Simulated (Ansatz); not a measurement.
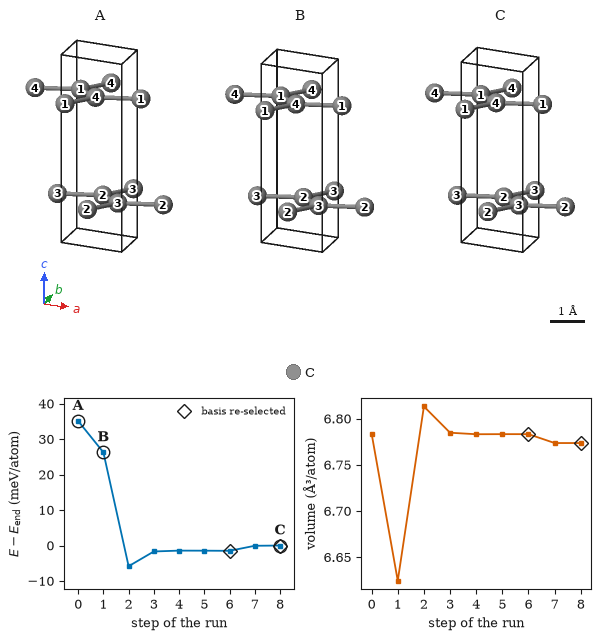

Frames of a relaxation of crystalline C (set up in Fmmm), marked on the history of the run. The picture is a ball-and-stick view of the cell of the calculation, seen slightly off an axis.

Case: relaxed at 25 GPa.

These are results of Ansatz 0.2.0, DFT LDA, scalar-relativistic, plane waves, PAW, not measurements.

The input:
```yaml
crystal:
  lattice:
    - [1.1818817021, -2.0420547231, 0.0]
    - [1.1818817021, 2.0420547231, 0.0]
    - [0.0, 0.0, 5.6216463484]
  atoms:
    - { symbol: C, position: [0.0832509313, 0.9167490687, 0.75] }
    - { symbol: C, position: [0.5832509313, 0.4167490687, 0.25] }
    - { symbol: C, position: [0.9167490687, 0.0832509313, 0.25] }
    - { symbol: C, position: [0.4167490687, 0.5832509313, 0.75] }
basis:
  ecutwfc: 420
kpoints:
  mp_grid: { grid: [20, 20, 8] }
hamiltonian:
  xc: lda
scf:
  occupations: { method: gaussian, width: 0.1 }
output:
  forces: true
  stress: true
  eigenvalues: true
relax:
  adjacent_minimum: "off"
  f_tol: 0.008
  max_steps: 50
  cell: { stress_tol: 0.08, p_target: 25.0 }
```

Launched with:
```bash
ansatz run input.yaml --threads 1 --pin off --max-ram 2560MiB --backend cpu --events-out ev --progress --plain --runs-dir out
```

Question: Describe the path.

Answer: The atoms keep their places relative to the cell (all moves are under 0.005 Å). Cell: a = b 2.359 → 2.405 Å (+1.9 %), c 5.622 → 5.399 Å (−4.0 %). Volume −0.2 %. Among the contacts that change: C1–C4 1.364 → 1.391 Å. The space group stays Fmmm (No. 69). Over 6 accepted moves (8 points after the start) the energy falls by 35.1 meV per atom. With the target pressure of 25 GPa, the enthalpy E + pV changes by −36.7 meV per atom. The largest force component goes from 0.0042 to 0.00016 eV/Å. The pressure goes from 46.45 to 24.99 GPa. The SCF was repeated twice at an unchanged geometry on a basis and grid sized afresh for the cell, which shifted the energy by 0.1 meV per atom at most. From step 0 to 1: volume −2.3 %, energy −8.8 meV per atom. From step 1 to 8: volume +2.3 %, energy −26.3 meV per atom.

Limits of the set-up: layers or molecules are held without a dispersion correction, so their spacing is unreliable.
